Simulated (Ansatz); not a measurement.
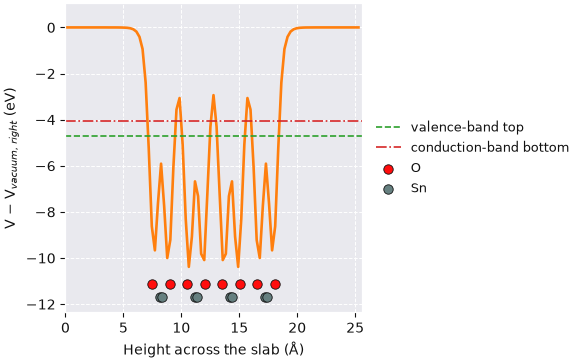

Plane-averaged electrostatic potential energy of an electron across the slab; circles at the bottom mark the heights of the atoms.

This input was run:

```
crystal:
  lattice:
    - [3.8080256424, 0.0, 0.0]
    - [0.0, 6.2327129531, 0.0]
    - [0.0, 0.0, 25.5511909486]
  atoms:
    - { symbol: O, position: [0.0, 0.3732892441, 0.2935283923] }
    - { symbol: Sn, position: [0.5, 0.2276003062, 0.3209556078] }
    - { symbol: Sn, position: [0.0, 0.7056228041, 0.3250930646] }
    - { symbol: O, position: [0.5, 0.5599338661, 0.3525202802] }
    - { symbol: O, position: [0.0, 0.7465784882, 0.4115121681] }
    - { symbol: Sn, position: [0.5, 0.6008895502, 0.4389393837] }
    - { symbol: Sn, position: [0.0, 0.0789120482, 0.4430768405] }
    - { symbol: O, position: [0.5, 0.9332231102, 0.470504056] }
    - { symbol: O, position: [0.0, 0.1198677323, 0.529495944] }
    - { symbol: Sn, position: [0.5, 0.9741787943, 0.5569231595] }
    - { symbol: Sn, position: [0.0, 0.4522012923, 0.5610606163] }
    - { symbol: O, position: [0.5, 0.3065123543, 0.5884878319] }
    - { symbol: O, position: [0.0, 0.4931569764, 0.6474797198] }
    - { symbol: Sn, position: [0.5, 0.3474680384, 0.6749069354] }
    - { symbol: Sn, position: [0.0, 0.8254905363, 0.6790443922] }
    - { symbol: O, position: [0.5, 0.6798015984, 0.7064716077] }
basis:
  ecutwfc: 500
kpoints:
  mp_grid: { grid: [9, 6, 1] }
hamiltonian:
  xc: r2scan
scf:
  occupations: { method: gaussian, width: 0.05 }
output:
  forces: true
  stress: true
  eigenvalues: true
efield:
  axis: 3
  dipole_correction: true
  ramp_width: 0.04
```

Launched with:
```bash
ansatz run input.yaml --threads 2 --pin off --max-ram 5120MiB --backend cpu --events-out ev --progress --plain --runs-dir out
```

### What are the ionisation potential and the electron affinity of the slab?

From the vacuum level at the right face the ionisation potential is 4.71 eV and the electron affinity 4.05 eV; the left face gives the same. The slab's gap, their difference before rounding, is 0.66 eV. The two vacuum levels agree, so the slab has no net dipole along its normal.

### How thick are slab and vacuum?

The outermost atoms are 10.6 Å apart, which leaves 15.0 Å of vacuum in a cell 25.6 Å high.

The atoms aren't at rest in this cell (largest force 1.4 eV/Å), so the relaxed material can differ.
